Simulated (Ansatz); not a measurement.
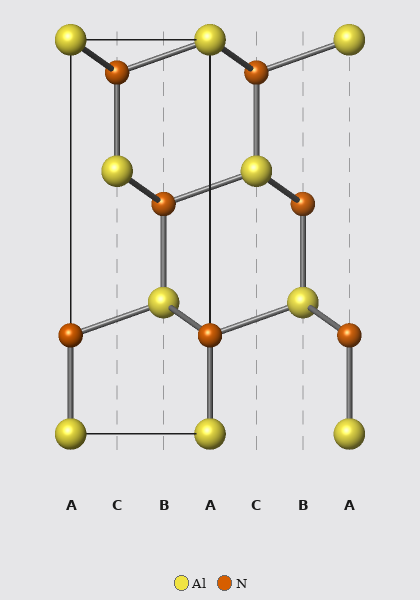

The picture looks along a close-packed row of the hexagonal mesh; [111] points upwards. The dashed lines mark the three columns A (0, 0), B (1/3, 2/3) and C (2/3, 1/3). The box is the hexagonal cell of the face-centred cubic lattice. The sequence starts with the first layer at or above the cell's origin.

The compound is AlN, taken as the input geometry of an electronic-structure calculation (not necessarily at equilibrium).

Question: Read off the stacking sequence over one period.

Answer: Al(A) – N(A) – Al(B) – N(B) – Al(C) – N(C) (six layers in 7.63 Å).

Question: How are the N layers alone stacked?

Answer: N layers alone: ABC, the cubic close-packed type.

Question: Which positions between or in the N layers do the other atoms fill?

Answer: Al: three tetrahedral sites in each hexagonal cell.

Question: What short polytype symbol fits?

Answer: Polytype symbol 3C, the symbol of a tetrahedral polytype (number of double layers in the repeat and lattice).

Heights of the layers:

```csv
layer,atoms (column),height (Å),to next (Å)
1,Al(A),0.00,1.91
2,N(A),1.91,0.64
3,Al(B),2.54,1.91
4,N(B),4.45,0.64
5,Al(C),5.08,1.91
6,N(C),6.99,0.64
```
